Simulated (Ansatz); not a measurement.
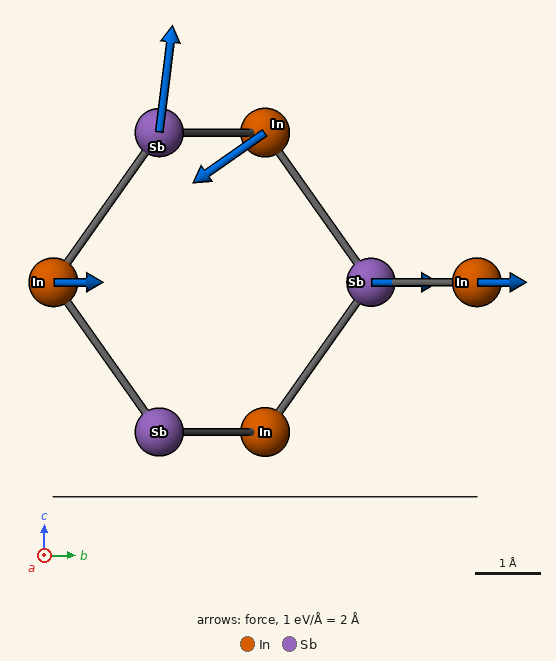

Starting geometry of a slab of composition InSb (cut from the F-43m phase) with the computed forces as blue arrows. The picture is a ball-and-stick view of the cell of the calculation, outlined in the plane, without the vacuum, seen along the a axis.

Case: clean slab, lower planes held. The slab is the (1 1 0) face of InSb. 4 atoms are held fixed.

Theory: Ansatz, DFT PBE+D3(BJ), scalar-relativistic, plane waves, PAW.

The input:
```yaml
crystal:
  lattice:
    - [9.2586444657, 0.0, 0.0]
    - [0.0, 6.5468502863, 0.0]
    - [0.0, 0.0, 20.6293222328]
  atoms:
    - { symbol: In, position: [0.25, 0.5, 0.3877975199] }
    - { symbol: In, position: [0.75, 0.5, 0.3877975199] }
    - { symbol: Sb, position: [0.5, 0.25, 0.3877975199] }
    - { symbol: Sb, position: [0.0, 0.25, 0.3877975199] }
    - { symbol: In, position: [0.5, 0.0, 0.5] }
    - { symbol: In, position: [0.0, 0.0, 0.5] }
    - { symbol: Sb, position: [0.75, 0.75, 0.5] }
    - { symbol: Sb, position: [0.25, 0.75, 0.5] }
    - { symbol: In, position: [0.75, 0.5, 0.6122024801] }
    - { symbol: In, position: [0.25, 0.5, 0.6122024801] }
    - { symbol: Sb, position: [0.0, 0.25, 0.6122024801] }
    - { symbol: Sb, position: [0.5, 0.25, 0.6122024801] }
basis:
  ecutwfc: 420
kpoints:
  mp_grid: { grid: [2, 3, 1] }
hamiltonian:
  xc: pbe
  dispersion: d3bj
scf:
  occupations: { method: gaussian, width: 0.1 }
output:
  forces: true
  eigenvalues: true
  write_density: true
  write_potential: true
  elf: true
  volumetric_format: npy
relax:
  adjacent_minimum: "off"
  f_tol: 0.03
  max_steps: 70
  constraints: [{ sites: [0, 1, 2, 3] }]
efield:
  axis: 3
  dipole_correction: true
  ramp_width: 0.04
```

Launched with:
```bash
ansatz run input.yaml --threads 4 --pin off --max-ram 12288MiB --backend cpu --events-out ev --progress --plain --runs-dir out
```

> What follows when this structure is relaxed?

It isn't relaxed: the largest force vector, on Sb atoms, is 0.84 eV/Å. The final displacements follow the starting forces only in part (cosine between the two patterns 0.74). After 6 geometry steps the energy has fallen by 1.545 eV per cell of the calculation. Largest force component: 0.84 eV/Å at the start, 0.018 eV/Å at the end. The largest moves, 0.63 Å, are those of In9 and In10. In9 goes along the normal (−c). By element the largest moves are In 0.63 Å, Sb 0.53 Å. The cell doesn't change. Among the contacts that change: In1–Sb8 2.835 → 2.932 Å, In5–Sb7 2.835 → 2.903 Å, Sb7–In9 2.835 → 2.867 Å, Sb3–In5 2.835 → 2.864 Å. Among the angles between lasting bonds that change: In5–Sb12–In9 109.5° → 85.7°, In1–Sb8–In10 109.5° → 87.3°, Sb3–In5–Sb7 109.5° → 93.1°. Cost: 110 s on 4 threads of Arm Neoverse V2, on a shared host, peak memory 2.2 GiB.
